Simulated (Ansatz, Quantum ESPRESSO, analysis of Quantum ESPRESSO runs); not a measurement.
**Monovacancy in Cd: vacancy formation against experiment (Quantum ESPRESSO)**

How near does this set-up come to the measured vacancy formation? Subject: monovacancy in Cd. Set-up: QE: PBE, GBRV 1.5 PBE, 36-site cell, PBE lattice, k: 4x4x3, start relaxed with Ansatz. The model is a cell of 36 host atoms with 1 Cd taken out. The formation energy is the energy of the cell with the vacancy less that of the same number of atoms in the perfect cell. Other potentials or another program check that the number doesn't hang on one set of files.

**The experiment.** Vacancy formation energy: 0.46 eV, by a method that the citing table doesn't name (quoted in “Determination of the parameters of Heine and Abarenkov model potential in hcp crystals”, 2019, Arunoday Ghorai and Amitava Ghorai, 2019 (year inferred), quoting earlier work (1991)). The runs below try to reproduce this.

Main program and level: Quantum ESPRESSO 7.5; Quantum ESPRESSO plane-wave DFT, PBE, GBRV 1.5 PBE potentials; relaxation of all atoms of a defect supercell.

## (1) The starting structure

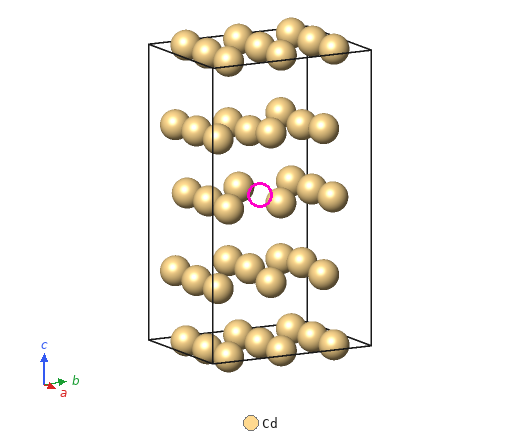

Start, viewed slightly off an axis; cadmium orange. A ring marks the centre wherever it is empty. Some periodic images of atoms are drawn too.

The cell holds 35 atoms: 35 Cd. Its edges and angles: a = 9.032 Å, b = 9.032 Å, c = 11.710 Å, α = 90.0°, β = 90.0°, γ = 120.0°. It derives from Cd (space group P6_3/mmc). Nearest the centre at fractional (0.444, 0.556, 0.625): Cd7 at 2.95 Å, Cd22 at 2.95 Å, Cd3 at 2.95 Å, Cd34 at 2.95 Å, Cd30 at 2.95 Å, Cd15 at 2.95 Å, Cd6 at 3.23 Å, Cd8 at 3.23 Å.

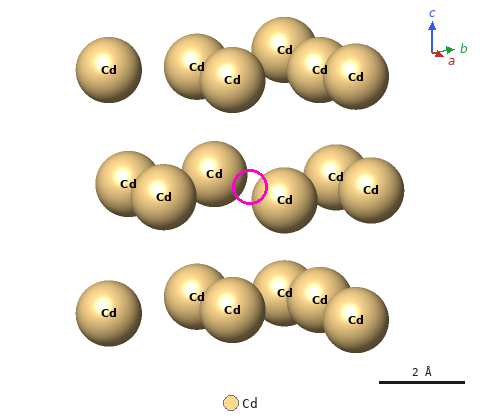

The atoms within 5 Å of the centre. A ring marks the centre wherever it is empty.

The host's primitive cell comes from a first run (Quantum ESPRESSO plane-wave DFT, PBE, GBRV 1.5 PBE potentials; relaxation of cell and atoms of a defect-free cell): vectors of 3.011, 3.011 and 5.855 Å. That is 22.98 Å³ an atom, 6.5 % over the diffraction cell's volume. The supercell is built on it.

This program's steps are dear, so the start below was first relaxed with Ansatz (plane-wave PAW DFT, PBE; 4.7 min).

## (2) Relaxation, charge 0

Every later number rests on the structure around the defect, so the atoms are relaxed at the host's lattice first.

File pw.in:

```
&CONTROL
  calculation = 'relax'
  prefix = 'pwscf'
  outdir = './tmp'
  pseudo_dir = './pseudo'
  tprnfor = .true.
  disk_io = 'low'
  nstep = 70
  forc_conv_thr = 0.00078
  etot_conv_thr = 0.0001
/
&SYSTEM
  ibrav = 0
  nat = 35
  ntyp = 1
  ecutwfc = 45
  ecutrho = 360
  nbnd = 273
  occupations = 'smearing'
  smearing = 'mv'
  degauss = 0.00734986
/
&ELECTRONS
  conv_thr = 4d-08
  electron_maxstep = 100
  mixing_beta = 0.5
/
&IONS
  ion_dynamics = 'bfgs'
/
ATOMIC_SPECIES
Cd   112.4140 cd_pbe_v1.uspp.F.UPF
CELL_PARAMETERS angstrom
   9.0319442416    0.0000000000    0.0000000000
  -4.5159721208    7.8218931749    0.0000000000
   0.0000000000    0.0000000000   11.7101876013
ATOMIC_POSITIONS crystal
Cd     0.1124674545    0.2237106072    0.1250000000
Cd     0.2227560950    0.1121788566    0.3779943662
Cd     0.1173236552    0.2292667826    0.6250000000
Cd     0.2227560950    0.1121788566    0.8720056338
Cd     0.1124674545    0.5554235140    0.1250000000
Cd     0.2241000029    0.4453833348    0.3916770070
Cd     0.1173236552    0.5547235392    0.6250000000
Cd     0.2241000029    0.4453833348    0.8583229930
Cd     0.1111111111    0.8888888889    0.1250000000
Cd     0.2227560950    0.7772439050    0.3779943662
Cd     0.1111111111    0.8888888889    0.6250000000
Cd     0.2227560950    0.7772439050    0.8720056338
Cd     0.4445764860    0.2237106072    0.1250000000
Cd     0.5553801950    0.1110234308    0.3719595082
Cd     0.4452764608    0.2292667826    0.6250000000
Cd     0.5553801950    0.1110234308    0.8780404918
Cd     0.4444444444    0.5555555556    0.1250000000
Cd     0.5546166652    0.4453833348    0.3916770070
Cd     0.5546166652    0.4453833348    0.8583229930
Cd     0.4445764860    0.8875325455    0.1250000000
Cd     0.5546166652    0.7758999971    0.3916770070
Cd     0.4452764608    0.8826763448    0.6250000000
Cd     0.5546166652    0.7758999971    0.8583229930
Cd     0.7777777778    0.2222222222    0.1250000000
Cd     0.8889765692    0.1110234308    0.3719595082
Cd     0.7777777778    0.2222222222    0.6250000000
Cd     0.8889765692    0.1110234308    0.8780404918
Cd     0.7762893928    0.5554235140    0.1250000000
Cd     0.8889765692    0.4446198050    0.3719595082
Cd     0.7707332174    0.5547235392    0.6250000000
Cd     0.8889765692    0.4446198050    0.8780404918
Cd     0.7762893928    0.8875325455    0.1250000000
Cd     0.8878211434    0.7772439050    0.3779943662
Cd     0.7707332174    0.8826763448    0.6250000000
Cd     0.8878211434    0.7772439050    0.8720056338
K_POINTS automatic
4 4 3 0 0 0
```

On the command line:

```bash
$ OMP_NUM_THREADS=1 mpirun -n 8 pw.x -nk 8 -in pw.in > pw.out
```

Log:

```text
This program is part of the open-source Quantum ESPRESSO suite
     for quantum simulation of materials; please cite
         "P. Giannozzi et al., J. Phys.:Condens. Matter 21 395502 (2009);
         "P. Giannozzi et al., J. Phys.:Condens. Matter 29 465901 (2017);
         "P. Giannozzi et al., J. Chem. Phys. 152 154105 (2020);
          URL
     in publications or presentations arising from this work. More details at

     Message from routine setup:
     using ibrav=0 with symmetry is DISCOURAGED, use correct ibrav instead

     K-points division:     npool     =       8
     Subspace diagonalization in iterative solution of the eigenvalue problem:
     a serial algorithm will be used

     G-vector sticks info
     --------------------
     sticks:   dense  smooth     PW     G-vecs:    dense   smooth      PW
     Sum        7231    3619    955               644203   227741   31507

     Using Slab Decomposition

     bravais-lattice index     =            0
     lattice parameter (alat)  =      17.0679  a.u.
     unit-cell volume          =    5582.8194 (a.u.)^3
     number of atoms/cell      =           35
     number of atomic types    =            1
     number of electrons       =       420.00
     number of Kohn-Sham states=          273
     kinetic-energy cutoff     =      45.0000  Ry
     charge density cutoff     =     360.0000  Ry
     scf convergence threshold =      4.0E-08
     mixing beta               =       0.5000
     number of iterations used =            8  plain     mixing
     energy convergence thresh.=      1.0E-04
     force convergence thresh. =      7.8E-04
     Exchange-correlation= SLA  PW   PBE  PBE
                           (   1   4   3   4   0   0   0)
     nstep                     =           70

     celldm(1)=  17.067901  celldm(2)=   0.000000  celldm(3)=   0.000000
     celldm(4)=   0.000000  celldm(5)=   0.000000  celldm(6)=   0.000000

     crystal axes: (cart. coord. in units of alat)
               a(1) = (   1.000000   0.000000   0.000000 )
               a(2) = (  -0.500000   0.866025   0.000000 )
               a(3) = (   0.000000   0.000000   1.296530 )

     reciprocal axes: (cart. coord. in units 2 pi/alat)
               b(1) = (  1.000000  0.577350 -0.000000 )
               b(2) = (  0.000000  1.154701  0.000000 )
               b(3) = (  0.000000 -0.000000  0.771289 )

     PseudoPot. # 1 for Cd read from file:
     cd_pbe_v1.uspp.F.UPF
     Pseudo is Ultrasoft + core correction, Zval = 12.0
     Generated by new atomic code, or converted to UPF format
     Using radial grid of  889 points,  6 beta functions with:
                l(1) =   0
                l(2) =   0
                l(3) =   1
                l(4) =   1
                l(5) =   2
                l(6) =   2
     Q(r) pseudized with  6 coefficients,  rinner =    1.000   1.000   1.000
                                                       1.000   1.000

     atomic species   valence    mass     pseudopotential
     Cd               12.00   112.41400     Cd( 1.00)

     12 Sym. Ops. (no inversion) found (10 have fractional translation)

   Cartesian axes

     site n.     atom                  positions (alat units)
         1        Cd     tau(   1) = (   0.0006122   0.1937391   0.1620663  )
         2        Cd     tau(   2) = (   0.1666667   0.0971497   0.4900811  )
         3        Cd     tau(   3) = (   0.0026903   0.1985509   0.8103313  )
         4        Cd     tau(   4) = (   0.1666667   0.0971497   1.1305816  )
         5        Cd     tau(   5) = (  -0.1652443   0.4810109   0.1620663  )
         6        Cd     tau(   6) = (   0.0014083   0.3857133   0.5078210  )
         7        Cd     tau(   7) = (  -0.1600381   0.4804047   0.8103313  )
         8        Cd     tau(   8) = (   0.0014083   0.3857133   1.1128416  )
         9        Cd     tau(   9) = (  -0.3333333   0.7698004   0.1620663  )
        10        Cd     tau(  10) = (  -0.1658659   0.6731130   0.4900811  )
        11        Cd     tau(  11) = (  -0.3333333   0.7698004   0.8103313  )
        12        Cd     tau(  12) = (  -0.1658659   0.6731130   1.1305816  )
        13        Cd     tau(  13) = (   0.3327212   0.1937391   0.1620663  )
        14        Cd     tau(  14) = (   0.4998685   0.0961491   0.4822567  )
        15        Cd     tau(  15) = (   0.3306431   0.1985509   0.8103313  )
        16        Cd     tau(  16) = (   0.4998685   0.0961491   1.1384059  )
[...]
28        Cd     tau(  28) = (   0.4985776   0.4810109   0.1620663  )
        29        Cd     tau(  29) = (   0.6666667   0.3850520   0.4822567  )
        30        Cd     tau(  30) = (   0.4933714   0.4804047   0.8103313  )
        31        Cd     tau(  31) = (   0.6666667   0.3850520   1.1384059  )
        32        Cd     tau(  32) = (   0.3325231   0.7686257   0.1620663  )
        33        Cd     tau(  33) = (   0.4991992   0.6731130   0.4900811  )
        34        Cd     tau(  34) = (   0.3293950   0.7644201   0.8103313  )
        35        Cd     tau(  35) = (   0.4991992   0.6731130   1.1305816  )

     number of k points=     8  Marzari-Vanderbilt smearing, width (Ry)=  0.0073
                       cart. coord. in units 2pi/alat
        k(    1) = (   0.0000000   0.0000000   0.0000000), wk =   0.0416667
        k(    2) = (   0.0000000   0.0000000   0.2570965), wk =   0.0833333
        k(    3) = (   0.0000000   0.2886751   0.0000000), wk =   0.2500000
        k(    4) = (   0.0000000   0.2886751   0.2570965), wk =   0.5000000
        k(    5) = (   0.0000000  -0.5773503   0.0000000), wk =   0.1250000
        k(    6) = (   0.0000000  -0.5773503   0.2570965), wk =   0.2500000
        k(    7) = (   0.2500000   0.4330127   0.0000000), wk =   0.2500000
        k(    8) = (   0.2500000   0.4330127   0.2570965), wk =   0.5000000

     Dense  grid:   644203 G-vectors     FFT dimensions: ( 108, 108, 144)

     Smooth grid:   227741 G-vectors     FFT dimensions: (  75,  75,  96)

     Initial potential from superposition of free atoms

     starting charge     402.4986, renormalised to     420.0000

     negative rho (up, down):  7.754E-01 0.000E+00
     Starting wfcs are  315 randomized atomic wfcs

     Self-consistent Calculation

     iteration #  1     ecut=    45.00 Ry     beta= 0.50
     Davidson diagonalization with overlap
     ethr =  1.00E-02,  avg # of iterations =  3.1

     negative rho (up, down):  7.344E-01 0.000E+00

     total energy              =   -4013.73549033 Ry
     estimated scf accuracy    <       5.45909063 Ry

     iteration #  2     ecut=    45.00 Ry     beta= 0.50
[...]
negative rho (up, down):  7.586E-01 0.000E+00

     total energy              =   -4015.34957194 Ry
     estimated scf accuracy    <       0.00000021 Ry

     iteration # 12     ecut=    45.00 Ry     beta= 0.50
     Davidson diagonalization with overlap
     ethr =  5.09E-11,  avg # of iterations =  5.2

     negative rho (up, down):  7.587E-01 0.000E+00

     End of self-consistent calculation

          k = 0.0000 0.0000 0.0000 ( 28571 PWs)   bands (ev):

     0.6597   0.6688   0.6688   0.6703   0.6836   0.6836   0.7035   0.7383
     0.7473   0.7473   0.7490   0.7579   0.7579   0.7608   0.7706   0.7713
     0.7713   0.7740   0.7740   0.7813   0.8082   0.8863   0.8915   0.8915
     0.8973   1.0428   1.0428   1.0529   1.0570   1.0570   1.0582   1.0621
     1.0621   1.0678   1.0678   1.0757   1.0833   1.0833   1.0911   1.0911
     1.0913   1.0921   1.1113   1.1113   1.1248   1.1308   1.1450   1.1450
     1.1485   1.2078   1.2078   1.2177   1.2177   1.2414   1.2414   1.2533
     1.2533   1.2632   1.2674   1.2674   1.2929   1.2929   1.3083   1.3091
     1.3130   1.3270   1.3270   1.3282   1.3670   1.3670   1.3771   1.3771
     1.3957   1.4083   1.4083   1.4121   1.4233   1.4272   1.4272   1.4329
     1.4376   1.4376   1.4510   1.4510   1.4648   1.4719   1.4719   1.4878
     1.4878   1.5276   1.5276   1.5548   1.5568   1.5568   1.5624   1.5662
     1.5801   1.5801   1.6192   1.6192   1.6545   1.6545   1.6585   1.6626
     1.6626   1.6687   1.6807   1.6911   1.6911   1.6972   1.7065   1.7065
     1.7182   1.7182   1.7214   1.7214   1.7242   1.7368   1.7368   1.7378
     1.7511   1.7511   1.7517   1.7605   1.7605   1.7630   1.7737   1.7790
[...]
17.6632

          k = 0.0000 0.0000 0.2571 ( 28493 PWs)   bands (ev):

[...]
18.2495

          k = 0.0000 0.2887 0.0000 ( 28428 PWs)   bands (ev):

[...]
17.6164

          k = 0.0000 0.2887 0.2571 ( 28462 PWs)   bands (ev):

[...]
18.0449

          k = 0.0000-0.5774 0.0000 ( 28486 PWs)   bands (ev):

[...]
17.8051

          k = 0.0000-0.5774 0.2571 ( 28432 PWs)   bands (ev):

[...]
17.6968

          k = 0.2500 0.4330 0.0000 ( 28464 PWs)   bands (ev):

[...]
17.7682

          k = 0.2500 0.4330 0.2571 ( 28441 PWs)   bands (ev):

[...]
9.7884   9.8428   9.9384  10.3239  10.3985  10.5317  10.7147  10.8295
    11.0421  11.2530  11.3440  11.5278  11.7855  11.9419  12.0966  12.3297
    12.3865  12.4223  12.5008  12.6112  12.6907  12.9071  13.1444  13.2744
    13.6181  13.7280  13.8374  14.0755  14.1181  14.1731  14.2165  14.5352
    14.5865  14.6349  14.6788  14.8456  15.1040  15.2075  15.3693  15.6572
    15.7334  15.9526  16.0286  16.0850  16.1944  16.2173  16.2709  16.3547
    16.3991  16.4790  16.5808  16.6617  16.7069  16.8025  16.9045  16.9321
    17.0216  17.1394  17.2328  17.3473  17.3524  17.5379  17.6835  17.7403
    17.8578

     the Fermi energy is    10.3338 ev

!    total energy              =   -4015.34957206 Ry
     estimated scf accuracy    <       0.00000004 Ry
     smearing contrib. (-TS)   =      -0.00185354 Ry
     internal energy E=F+TS    =   -4015.34771852 Ry

     The total energy is F=E-TS. E is the sum of the following terms:
     one-electron contribution =    -789.22386271 Ry
     hartree contribution      =     804.71751484 Ry
     xc contribution           =   -1377.40307878 Ry
     ewald contribution        =   -2653.43829187 Ry

     convergence has been achieved in  12 iterations

     negative rho (up, down):  7.587E-01 0.000E+00

     Forces acting on atoms (cartesian axes, Ry/au):

     atom    1 type  1   force =     0.00004207   -0.00074101    0.00000000
     atom    2 type  1   force =     0.00000000   -0.00001769   -0.00017079
     atom    3 type  1   force =     0.00007592    0.00009753   -0.00000000
     atom    4 type  1   force =     0.00000000   -0.00001769    0.00017079
     atom    5 type  1   force =    -0.00062070    0.00040693    0.00000000
     atom    6 type  1   force =     0.00008296    0.00004789    0.00001487
     atom    7 type  1   force =     0.00012242    0.00001699    0.00000000
     atom    8 type  1   force =     0.00008296    0.00004789   -0.00001487
     atom    9 type  1   force =     0.00000000    0.00000000    0.00000000
     atom   10 type  1   force =    -0.00001532    0.00000884   -0.00017079
     atom   11 type  1   force =     0.00000000   -0.00000000    0.00000000
     atom   12 type  1   force =    -0.00001532    0.00000884    0.00017079
     atom   13 type  1   force =    -0.00004207   -0.00074101    0.00000000
     atom   14 type  1   force =    -0.00000703   -0.00000406   -0.00002392
     atom   15 type  1   force =    -0.00007592    0.00009753    0.00000000
     atom   16 type  1   force =    -0.00000703   -0.00000406    0.00002392
[...]
atom   28 type  1   force =     0.00062070    0.00040693    0.00000000
     atom   29 type  1   force =    -0.00000000    0.00000812   -0.00002392
     atom   30 type  1   force =    -0.00012242    0.00001699   -0.00000000
     atom   31 type  1   force =     0.00000000    0.00000812    0.00002392
     atom   32 type  1   force =     0.00066276    0.00033407   -0.00000000
     atom   33 type  1   force =     0.00001532    0.00000884   -0.00017079
     atom   34 type  1   force =    -0.00004650   -0.00011452    0.00000000
     atom   35 type  1   force =     0.00001532    0.00000884    0.00017079

     Total force =     0.001906     Total SCF correction =     0.000674
     SCF correction compared to forces is large: reduce conv_thr to get better values

     BFGS Geometry Optimization
     Energy error            =      3.6E-06 Ry
     Gradient error          =      7.4E-04 Ry/Bohr

     bfgs converged in   1 scf cycles and   0 bfgs steps
     (criteria: energy <  1.0E-04 Ry, force <  7.8E-04 Ry/Bohr)

     End of BFGS Geometry Optimization

     Final energy             =   -4015.3495720596 Ry
Begin final coordinates

ATOMIC_POSITIONS (crystal)
Cd               0.1124674545        0.2237106072        0.1250000000
Cd               0.2227560950        0.1121788566        0.3779943662
Cd               0.1173236552        0.2292667826        0.6250000000
Cd               0.2227560950        0.1121788566        0.8720056338
Cd               0.1124674545        0.5554235140        0.1250000000
Cd               0.2241000029        0.4453833348        0.3916770070
Cd               0.1173236552        0.5547235392        0.6250000000
Cd               0.2241000029        0.4453833348        0.8583229930
Cd               0.1111111111        0.8888888889        0.1250000000
Cd               0.2227560950        0.7772439050        0.3779943662
Cd               0.1111111111        0.8888888889        0.6250000000
Cd               0.2227560950        0.7772439050        0.8720056338
Cd               0.4445764860        0.2237106072        0.1250000000
Cd               0.5553801950        0.1110234308        0.3719595082
Cd               0.4452764608        0.2292667826        0.6250000000
Cd               0.5553801950        0.1110234308        0.8780404918
[...]
Cd               0.7762893928        0.5554235140        0.1250000000
Cd               0.8889765692        0.4446198050        0.3719595082
Cd               0.7707332174        0.5547235392        0.6250000000
Cd               0.8889765692        0.4446198050        0.8780404918
Cd               0.7762893928        0.8875325455        0.1250000000
Cd               0.8878211434        0.7772439050        0.3779943662
Cd               0.7707332174        0.8826763448        0.6250000000
Cd               0.8878211434        0.7772439050        0.8720056338
End final coordinates

=------------------------------------------------------------------------------=
   JOB DONE.
=------------------------------------------------------------------------------=
```

Run time: 13 min. Hardware: 8 MPI ranks of Arm Neoverse V1, shared host; peak memory 11 GiB.

Hardly anything moved in the relaxation; the energy changed by under 0.2 meV an atom.

Neighbours of the ideal centre at the end:

```tsv
atom	distance (Å)
Cd7	2.951
Cd22	2.951
Cd3	2.951
Cd34	2.951
Cd30	2.951
Cd15	2.951
Cd8	3.230
Cd6	3.230
Cd21	3.230
Cd23	3.230
Cd18	3.230
Cd19	3.230
```

[end of part 1 of 2]

[Logs are printed without paths, hosts, clocks, repeated set-up lines and the standing remarks that a program may print on its own settings, such as how far it seeks lower states.]

[Hosts, paths, dates, database ids (printed as entryN), source tags and the programs' standing remarks are cut or masked in the printed files.]

[For some hosts the program warned that the k-mesh of the response run may be too coarse for force constants and the static dielectric constant; such warnings are not shown here.]
